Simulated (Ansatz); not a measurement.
Geometry relaxation of CoO (part 1 of 2)

The run: geometry relaxation of CoO (Pm-3m, 2 atoms in the cell). Method and program: DFT PBEsol, scalar-relativistic, plane waves, PAW, spin-polarised (Ansatz 0.2.0).

The structure was built on a prototype by a generator; it need not be a known phase. Figures and captions count atoms from 1; the log counts them from 0 in places.

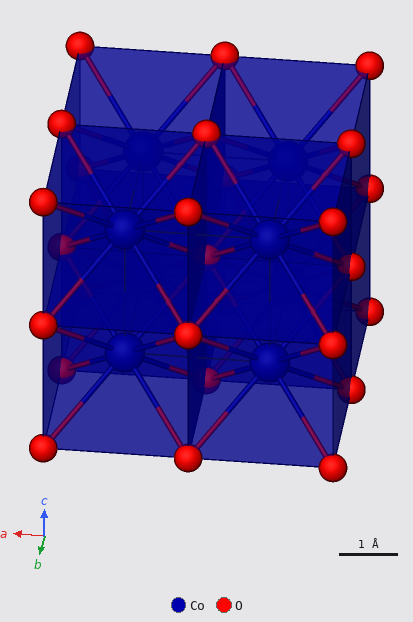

**Figure 1.** The starting structure (polyhedral view of the cell of the calculation, seen at an oblique angle; polyhedra are completed across the faces of the cell). An atom can appear more than once, as a periodic image.

**Summary**

```json
{"quantity": "outcome", "value": "converged"}
{"quantity": "space group (tolerance 0.01 Å)", "value": "Pm-3m (221)"}
{"quantity": "electrons treated", "value": "23"}
{"quantity": "free energy", "value": "−5651.7067 eV"}
{"quantity": "Fermi energy", "value": "16.032 eV"}
{"quantity": "gap on the k-point mesh", "value": "none (metallic)"}
{"quantity": "net moment of the cell", "value": "3.00 μB"}
{"quantity": "integrated absolute moment", "value": "3.03 μB"}
{"quantity": "pressure", "value": "0.01 GPa"}
{"quantity": "final volume", "value": "17.02 Å³"}
{"quantity": "largest force (length of the vector) at the end", "value": "under 0.001 eV/Å"}
{"quantity": "final cell", "value": "a = 2.572 Å, b = 2.572 Å, c = 2.572 Å, α = 90.00°, β = 90.00°, γ = 90.00°"}
{"quantity": "hardware", "value": "1 thread of Intel Xeon @ 2.50GHz (Skylake/Cascade Lake), 189 GiB of memory available, shared host"}
{"quantity": "wall time", "value": "2 min"}
{"quantity": "peak memory", "value": "0.41 GiB"}
```

**Input file**
```yaml
crystal:
  lattice:
    - [2.5580026086, 0.0, 0.0]
    - [0.0, 2.5580026086, 0.0]
    - [0.0, 0.0, 2.5580026086]
  atoms:
    - { symbol: Co, position: [0.0, 0.0, 0.0], spin: 2.71 }
    - { symbol: O, position: [0.5, 0.5, 0.5], spin: 0.54 }
basis:
  ecutwfc: 420
kpoints:
  mp_grid: { grid: [16, 16, 16] }
hamiltonian:
  xc: pbesol
scf:
  occupations: { method: gaussian, width: 0.1 }
output:
  forces: true
  stress: true
  eigenvalues: true
  populations: true
magnetization:
  spin_polarized: true
relax:
  adjacent_minimum: "off"
  f_tol: 0.01
  max_steps: 80
  cell: { stress_tol: 0.05 }
```

Run as:
```bash
ansatz run input.yaml --threads 1 --pin off --max-ram 2560MiB --backend cpu --events-out ev --progress --plain --runs-dir out
```

**Output**
```
Engine: ansatz 0.2.0, x86_64-unknown-linux-gnu
Pseudopotentials: kind: paw
Pseudopotential: Co, paw, valence charge 17, recommended cutoff 420 eV (normal), Co.paw.azcp
Pseudopotential: O, paw, valence charge 6, recommended cutoff 420 eV (normal), O.paw.azcp
Functional definition: PBEsol
  exchange = pbesol_x
  correlation = pbesol_c
Crystal: 2 atoms, lattice volume = 16.738 Å³
Basis set: ecut = 420 eV, 341 PW (Γ), exchange–correlation on 36×36×36 points (8 copies of the dense FFT grid, shifted against one another)
Bands: 18, of which v1, the nominal top of the filled ones, is band 12 counted from 1 (11 counted from 0)
Symmetry: 48 space group operations
Space group: Pm-3m (ITA 221), of the structure as read, at distance tolerance 2.6e-5 Å
Magnetic group: BNS 221.92 (UNI 1594), of the structure as read, at distance tolerance 2.6e-5 Å
k-points: 165 of 4096
Non-local potential: Co, projectors of the file, l = 0: 3, l = 1: 2, l = 2: 3, l = 3: 1
Non-local potential: O, projectors of the file, l = 0: 2, l = 1: 2, l = 2: 1
PAW form: soft (Blöchl's): semilocal exchange-correlation on the pseudo side does not see the compensation charge
PAW frozen core: Co, regenerated for the run's functional, and the local potential with it (the file was generated under x = pbe(κ = 0.804, μ = 0.2195149727645171), c = pbe(β = 0.06672455060314922))
PAW frozen core: O, regenerated for the run's functional, and the local potential with it (the file was generated under x = pbe(κ = 0.804, μ = 0.2195149727645171), c = pbe(β = 0.06672455060314922))
PAW one-centre angular grid: Co, 590 points (default); XC on 64 Gauss nodes
PAW one-centre angular grid: O, 110 points (default); XC on 64 Gauss nodes
Initial density: superposition of atomic densities (chi_scale 0.1, normalization cell, long waves kept (reshape's long-wave potential 0.00 eV rms))
Starting moments: Σ|m| = 3.25 μB on 2 of 2 sites
Initial wavefunctions: pseudopotential atomic-orbital guess
Functional: x = pbesol(κ = 0.804, μ = 0.12345679012345678), c = pbesol(β = 0.046)
SCF iter   1: F=—  HF=-5650.553777 eV  |F-HF|=—  |Δ(HF+E_count)|=         —  Δρ=1.22e-1 (↑9.79e-2 ↓1.22e-1)  dr2=6.64e0  dr2_m=7.35e-2  M=2.720 μB ∫|m|=2.723 μB  β_m=0.30  ethr=3.10e-3  ⟨swp⟩=4.9  Hψ=24621  notcnv=0
Mixer restart at iter 1: flushing history
preconditioner: auto → none  [metal: Δε(μ)=0.016 eV  Ē_g=16.117 eV  σ=0.100 eV  W_gap=0.09  n_scr=6 (ndim 8)  ℏωp=35.2 eV  f_vac=0.000  D(μ)=2.65/eV (n_scr^D=32)  sad-step TF]
SCF iter   2: F=—  HF=-5650.720600 eV  |F-HF|=—  |Δ(HF+E_count)|=   1.67e-1  Δρ=5.60e-2 (↑4.15e-2 ↓5.60e-2)  dr2=1.63e0  dr2_m=2.99e-2  M=2.766 μB ∫|m|=2.772 μB  β_m=0.41  ethr=3.10e-3  ⟨swp⟩=3.3  Hψ=13427  notcnv=0  defer=520
SCF iter   3: F=—  HF=-5651.098498 eV  |F-HF|=—  |Δ(HF+E_count)|=   3.78e-1  Δρ=2.27e-2 (↑1.99e-2 ↓2.27e-2)  dr2=6.78e-2  dr2_m=1.92e-2  M=2.852 μB ∫|m|=2.864 μB  β_m=0.48  ethr=3.10e-3  ⟨swp⟩=2.9  Hψ=10942  notcnv=0  defer=521
SCF iter   4: F=—  HF=-5651.465761 eV  |F-HF|=—  |Δ(HF+E_count)|=         —  Δρ=3.33e-2 (↑1.54e-2 ↓3.33e-2)  dr2=8.58e-2  dr2_m=6.37e-2  M=2.986 μB ∫|m|=3.004 μB  β_m=0.48  ethr=2.95e-4  ⟨swp⟩=2.0  Hψ=12347  notcnv=0  defer=531
Mixer restart at iter 4: flushing history
SCF iter   5: F=—  HF=-5651.630468 eV  |F-HF|=—  |Δ(HF+E_count)|=   1.65e-1  Δρ=1.69e-2 (↑1.69e-2 ↓8.59e-3)  dr2=1.66e-2  dr2_m=2.10e-2  M=2.991 μB ∫|m|=3.013 μB  β_m=0.53  ethr=2.95e-4  ⟨swp⟩=2.1  Hψ=10054  notcnv=0  defer=531
SCF iter   6: F=—  HF=-5651.674436 eV  |F-HF|=—  |Δ(HF+E_count)|=   4.40e-2  Δρ=1.81e-2 (↑4.21e-3 ↓1.81e-2)  dr2=3.96e-2  dr2_m=1.20e-2  M=2.999 μB ∫|m|=3.024 μB  β_m=0.59  ethr=7.20e-5  ⟨swp⟩=2.0  Hψ=13775  notcnv=0  defer=536
SCF iter   7: F=—  HF=-5651.703006 eV  |F-HF|=—  |Δ(HF+E_count)|=   2.86e-2  Δρ=1.17e-3 (↑1.17e-3 ↓1.08e-3)  dr2=2.74e-4  dr2_m=9.09e-5  M=3.000 μB ∫|m|=3.029 μB  β_m=0.70  ethr=7.20e-5  ⟨swp⟩=2.0  Hψ=10015  notcnv=0  defer=536
SCF iter   8: F=—  HF=-5651.703093 eV  |F-HF|=—  |Δ(HF+E_count)|=   8.69e-5  Δρ=4.19e-4 (↑4.19e-4 ↓2.69e-4)  dr2=1.66e-5  dr2_m=7.79e-6  M=3.000 μB ∫|m|=3.028 μB  β_m=0.81  ethr=1.19e-6  ⟨swp⟩=2.4  Hψ=12102  notcnv=0  defer=536
SCF iter   9: F=—  HF=-5651.703096 eV  |F-HF|=—  |Δ(HF+E_count)|=   3.11e-6  Δρ=1.46e-4 (↑1.33e-4 ↓1.46e-4)  dr2=5.72e-6  dr2_m=1.14e-7  M=3.000 μB ∫|m|=3.028 μB  β_m=0.77  ethr=7.24e-8  ⟨swp⟩=2.3  Hψ=8096  notcnv=0  defer=536
SCF iter  10: F=—  HF=-5651.703093 eV  |F-HF|=—  |Δ(HF+E_count)|=   2.92e-6  Δρ=6.83e-5 (↑6.83e-5 ↓4.28e-5)  dr2=6.68e-7  dr2_m=3.20e-7  M=3.000 μB ∫|m|=3.028 μB  β_m=0.67  ethr=2.49e-8  ⟨swp⟩=2.2  Hψ=8708  notcnv=0  defer=536
SCF iter  11: F=—  HF=-5651.703093 eV  |F-HF|=—  |Δ(HF+E_count)|=   6.48e-7  Δρ=1.48e-5 (↑1.26e-5 ↓1.48e-5)  dr2=3.63e-8  dr2_m=9.75e-9  M=3.000 μB ∫|m|=3.028 μB  β_m=0.83  ethr=2.90e-9  ⟨swp⟩=2.0  Hψ=8167  notcnv=0  defer=536
SCF iter  12: F=-5651.703093 eV  HF=-5651.703093 eV  |F-HF|=7.64e-9  |Δ(HF+E_count)|=  5.04e-10  Δρ=6.11e-6 (↑2.56e-6 ↓6.11e-6)  dr2=8.71e-9  dr2_m=1.44e-9  M=3.000 μB ∫|m|=3.028 μB  ethr=1.58e-10  ⟨swp⟩=6.9  Hψ=24093  notcnv=0
SCF 1 converged in 12 iterations: F = -5651.703093 eV  dr2 = 8.71e-9
  greatest PAW one-centre occupation: 1.004 electrons in one spin orbital (limit 2), on the Co atom at site 0 (counted from 0), in its partial waves of l = 1
relax step   1: F+E_penalty+E_count = -5651.70309344 eV  Δ(F+E_penalty+E_count) = +0.000e0 eV  max|allowed force component| = 7.244e-29 eV/Å  Δτ_max = 0.0000 Å  P = +4.080 GPa  Ω = 16.738 Å³  (12 SCF iters, dr2 threshold 1.00e-7 eV, accepted)
Crystal: 2 atoms, lattice volume = 16.883 Å³
Initial density: handed on by an earlier stage of this run
Starting moments: Σ|m| = 3.25 μB on 2 of 2 sites; this step starts from the density that it was given
Initial wavefunctions: those handed on with the density
iter 1 solved again at ethr=2.22e-7 eV; its pass at ethr=3.10e-3 eV (dr2=5.11e-5 eV) is discarded
SCF iter   1: F=—  HF=-5651.704540 eV  |F-HF|=—  |Δ(HF+E_count)|=         —  Δρ=1.12e-3 (↑3.45e-4 ↓1.12e-3)  dr2=7.64e-5  dr2_m=6.63e-5  M=3.000 μB ∫|m|=3.030 μB  β_m=0.65  ethr=2.22e-7  ⟨swp⟩=2.6  Hψ=32941  notcnv=0
preconditioner: auto → none  [metal: Δε(μ)=0.004 eV  Ē_g=16.452 eV  σ=0.100 eV  W_gap=0.02  n_scr=0 (ndim 8)  ℏωp=35.0 eV  f_vac=0.000  D(μ)=1.82/eV (n_scr^D=26)]
SCF iter   2: F=—  HF=-5651.704829 eV  |F-HF|=—  |Δ(HF+E_count)|=   2.90e-4  Δρ=7.11e-4 (↑7.11e-4 ↓5.18e-4)  dr2=1.47e-4  dr2_m=4.64e-6  M=3.000 μB ∫|m|=3.029 μB  β_m=0.36  ethr=2.22e-7  ⟨swp⟩=2.0  Hψ=9772  notcnv=0
SCF iter   3: F=—  HF=-5651.704830 eV  |F-HF|=—  |Δ(HF+E_count)|=   5.24e-7  Δρ=2.31e-4 (↑2.31e-4 ↓1.69e-4)  dr2=4.66e-6  dr2_m=4.84e-6  M=3.000 μB ∫|m|=3.029 μB  β_m=0.51  ethr=2.22e-7  ⟨swp⟩=2.0  Hψ=9744  notcnv=0
SCF iter   4: F=—  HF=-5651.704974 eV  |F-HF|=—  |Δ(HF+E_count)|=   1.44e-4  Δρ=1.97e-4 (↑1.14e-4 ↓1.97e-4)  dr2=6.42e-6  dr2_m=2.27e-6  M=3.000 μB ∫|m|=3.029 μB  β_m=0.75  ethr=2.03e-8  ⟨swp⟩=2.3  Hψ=8756  notcnv=0
SCF iter   5: F=—  HF=-5651.705026 eV  |F-HF|=—  |Δ(HF+E_count)|=   5.18e-5  Δρ=8.77e-5 (↑6.33e-5 ↓8.77e-5)  dr2=1.27e-6  dr2_m=4.36e-7  M=3.000 μB ∫|m|=3.029 μB  β_m=0.76  ethr=2.03e-8  ⟨swp⟩=2.1  Hψ=9316  notcnv=0
SCF iter   6: F=—  HF=-5651.705029 eV  |F-HF|=—  |Δ(HF+E_count)|=   3.84e-6  Δρ=2.01e-5 (↑2.01e-5 ↓1.66e-5)  dr2=1.07e-7  dr2_m=1.15e-8  M=3.000 μB ∫|m|=3.029 μB  β_m=0.78  ethr=5.54e-9  ⟨swp⟩=2.0  Hψ=9785  notcnv=0
SCF iter   7: F=-5651.705029 eV  HF=-5651.705030 eV  |F-HF|=7.59e-8  |Δ(HF+E_count)|=   3.32e-8  Δρ=2.26e-5 (↑5.22e-6 ↓2.26e-5)  dr2=9.14e-8  dr2_m=1.45e-8  M=3.000 μB ∫|m|=3.029 μB  ethr=4.67e-10  ⟨swp⟩=2.0  Hψ=18737  notcnv=0
SCF 2 converged in 7 iterations: F = -5651.705029 eV  dr2 = 9.14e-8
relax step   2: F+E_penalty+E_count = -5651.70502946 eV  Δ(F+E_penalty+E_count) = -1.936e-3 eV  max|allowed force component| = 4.470e-30 eV/Å  Δτ_max = 0.0000 Å  P = +1.883 GPa  Ω = 16.883 Å³  energy of the carried Pulay correction = -7.609e-4 eV  (7 SCF iters, dr2 threshold 2.00e-7 eV, accepted)
Crystal: 2 atoms, lattice volume = 17.010 Å³
iter 1 solved again at ethr=1.66e-7 eV; its pass at ethr=3.10e-3 eV (dr2=3.81e-5 eV) is discarded
SCF iter   1: F=—  HF=-5651.704782 eV  |F-HF|=—  |Δ(HF+E_count)|=         —  Δρ=9.63e-4 (↑2.98e-4 ↓9.63e-4)  dr2=5.57e-5  dr2_m=4.92e-5  M=3.000 μB ∫|m|=3.030 μB  β_m=0.65  ethr=1.66e-7  ⟨swp⟩=2.7  Hψ=32774  notcnv=0
preconditioner: auto → none  [metal: Δε(μ)=0.005 eV  Ē_g=16.369 eV  σ=0.100 eV  W_gap=0.03  n_scr=0 (ndim 8)  ℏωp=34.9 eV  f_vac=0.000  D(μ)=1.86/eV (n_scr^D=26)]
SCF iter   2: F=—  HF=-5651.704985 eV  |F-HF|=—  |Δ(HF+E_count)|=   2.03e-4  Δρ=6.03e-4 (↑6.03e-4 ↓4.29e-4)  dr2=1.04e-4  dr2_m=3.46e-6  M=3.000 μB ∫|m|=3.030 μB  β_m=0.37  ethr=1.66e-7  ⟨swp⟩=2.0  Hψ=9770  notcnv=0
SCF iter   3: F=—  HF=-5651.704987 eV  |F-HF|=—  |Δ(HF+E_count)|=   2.35e-6  Δρ=1.93e-4 (↑1.93e-4 ↓1.47e-4)  dr2=3.26e-6  dr2_m=3.55e-6  M=3.000 μB ∫|m|=3.030 μB  β_m=0.50  ethr=1.66e-7  ⟨swp⟩=2.0  Hψ=9744  notcnv=0
SCF iter   4: F=—  HF=-5651.705087 eV  |F-HF|=—  |Δ(HF+E_count)|=   1.00e-4  Δρ=1.64e-4 (↑9.58e-5 ↓1.64e-4)  dr2=4.44e-6  dr2_m=1.60e-6  M=3.000 μB ∫|m|=3.030 μB  β_m=0.75  ethr=1.42e-8  ⟨swp⟩=2.2  Hψ=8705  notcnv=0
SCF iter   5: F=—  HF=-5651.705123 eV  |F-HF|=—  |Δ(HF+E_count)|=   3.60e-5  Δρ=7.88e-5 (↑5.84e-5 ↓7.88e-5)  dr2=1.08e-6  dr2_m=3.48e-7  M=3.000 μB ∫|m|=3.030 μB  β_m=0.75  ethr=1.42e-8  ⟨swp⟩=2.1  Hψ=9162  notcnv=0
SCF iter   6: F=—  HF=-5651.705127 eV  |F-HF|=—  |Δ(HF+E_count)|=   3.11e-6  Δρ=1.69e-5 (↑1.69e-5 ↓1.42e-5)  dr2=7.41e-8  dr2_m=1.00e-8  M=3.000 μB ∫|m|=3.030 μB  β_m=0.79  ethr=4.71e-9  ⟨swp⟩=2.0  Hψ=9783  notcnv=0
SCF iter   7: F=-5651.705126 eV  HF=-5651.705127 eV  |F-HF|=7.23e-8  |Δ(HF+E_count)|=   3.16e-8  Δρ=2.20e-5 (↑4.74e-6 ↓2.20e-5)  dr2=8.70e-8  dr2_m=1.42e-8  M=3.000 μB ∫|m|=3.030 μB  ethr=3.22e-10  ⟨swp⟩=2.0  Hψ=18429  notcnv=0
SCF 3 converged in 7 iterations: F = -5651.705126 eV  dr2 = 8.70e-8
relax step   3: F+E_penalty+E_count = -5651.70512649 eV  Δ(F+E_penalty+E_count) = -9.704e-5 eV  max|allowed force component| = 1.265e-30 eV/Å  Δτ_max = 0.0000 Å  P = +0.043 GPa  Ω = 17.010 Å³  energy of the carried Pulay correction = -1.418e-3 eV  (7 SCF iters, dr2 threshold 2.00e-7 eV, accepted)
Initial wavefunctions: pseudopotential atomic-orbital guess (no wavefunctions were taken with the density)
iter 1 solved again at ethr=2.85e-8 eV; its pass at ethr=3.10e-3 eV (dr2=6.55e-6 eV) is discarded
SCF iter   1: F=—  HF=-5651.706638 eV  |F-HF|=—  |Δ(HF+E_count)|=         —  Δρ=1.45e-4 (↑1.11e-4 ↓1.45e-4)  dr2=4.48e-6  dr2_m=1.88e-7  M=3.000 μB ∫|m|=3.030 μB  β_m=0.65  ethr=2.85e-8  ⟨swp⟩=3.0  Hψ=42135  notcnv=0
preconditioner: auto → none  [metal: Δε(μ)=0.001 eV  Ē_g=16.358 eV  σ=0.100 eV  W_gap=0.01  n_scr=0 (ndim 8)  ℏωp=34.9 eV  f_vac=0.000  D(μ)=1.86/eV (n_scr^D=26)]
SCF iter   2: F=—  HF=-5651.706632 eV  |F-HF|=—  |Δ(HF+E_count)|=   5.54e-6  Δρ=9.94e-5 (↑8.75e-5 ↓9.94e-5)  dr2=4.62e-6  dr2_m=1.50e-8  M=3.000 μB ∫|m|=3.030 μB  β_m=0.35  ethr=1.95e-8  ⟨swp⟩=2.0  Hψ=8372  notcnv=0
SCF iter   3: F=—  HF=-5651.706633 eV  |F-HF|=—  |Δ(HF+E_count)|=   8.56e-7  Δρ=3.48e-5 (↑3.48e-5 ↓3.14e-5)  dr2=1.88e-7  dr2_m=6.06e-9  M=3.000 μB ∫|m|=3.030 μB  β_m=0.57  ethr=1.95e-8  ⟨swp⟩=2.4  Hψ=8004  notcnv=0
SCF iter   4: F=—  HF=-5651.706634 eV  |F-HF|=—  |Δ(HF+E_count)|=   1.21e-6  Δρ=2.75e-5 (↑1.21e-5 ↓2.75e-5)  dr2=1.89e-7  dr2_m=1.56e-8  M=3.000 μB ∫|m|=3.030 μB  β_m=0.54  ethr=8.18e-10  ⟨swp⟩=2.0  Hψ=8116  notcnv=0
SCF iter   5: F=—  HF=-5651.706634 eV  |F-HF|=—  |Δ(HF+E_count)|=   1.78e-7  Δρ=1.27e-5 (↑6.43e-6 ↓1.27e-5)  dr2=1.89e-8  dr2_m=1.21e-8  M=3.000 μB ∫|m|=3.030 μB  β_m=0.77  ethr=8.18e-10  ⟨swp⟩=2.2  Hψ=7756  notcnv=0
SCF iter   6: F=—  HF=-5651.706634 eV  |F-HF|=—  |Δ(HF+E_count)|=   6.59e-8  Δρ=1.74e-6 (↑1.50e-6 ↓1.74e-6)  dr2=1.97e-9  dr2_m=1.85e-11  M=3.000 μB ∫|m|=3.030 μB  β_m=0.86  ethr=8.22e-11  ⟨swp⟩=2.0  Hψ=8429  notcnv=0
SCF iter   7: F=—  HF=-5651.706634 eV  |F-HF|=—  |Δ(HF+E_count)|=  2.46e-10  Δρ=4.16e-7 (↑3.34e-7 ↓4.16e-7)  dr2=1.67e-11  dr2_m=1.66e-11  M=3.000 μB ∫|m|=3.030 μB  β_m=0.93  ethr=8.55e-12  ⟨swp⟩=2.0  Hψ=8223  notcnv=0
SCF iter   8: F=-5651.706634 eV  HF=-5651.706634 eV  |F-HF|=5.46e-12  |Δ(HF+E_count)|=  7.55e-11  Δρ=1.82e-7 (↑8.94e-8 ↓1.82e-7)  dr2=5.76e-12  dr2_m=8.09e-13  M=3.000 μB ∫|m|=3.030 μB  ethr=1.00e-12  ⟨swp⟩=4.0  Hψ=22872  notcnv=0
SCF 4 converged in 8 iterations: F = -5651.706634 eV  dr2 = 5.76e-12
relax step   4: F+E_penalty+E_count = -5651.70663432 eV  Δ(F+E_penalty+E_count) = -1.508e-3 eV  max|allowed force component| = 3.057e-30 eV/Å  Δτ_max = 0.0000 Å  P = +0.193 GPa  Ω = 17.010 Å³  stress off target by 1.93e-1 GPa  SCF on the basis re-selected at this cell (its energy is not comparable with the rows above)  (8 SCF iters)
basis re-selected at this cell: Δ(F+E_penalty+E_count) = -1.508e-3 eV, ΔP = +0.150 GPa vs the last step (what re-selecting the basis moved, of the pressure what is left beyond the Pulay correction that the steps carried, after the strain that the cell walked since its last selection, with what the two solves' SCF thresholds leave and, on support functions, any second-order correction that the steps lacked; it is no measure of the basis error at this ecutwfc). This SCF's stress stands 1.93e-1 GPa from its target on what of the cell is left free (relax.cell.stress_tol is 5.00e-2 GPa) and its largest allowed force component is 3.06e-30 eV/Å (relax.f_tol is 1.00e-2 eV/Å): not within both, so this SCF does not close the relaxation
```
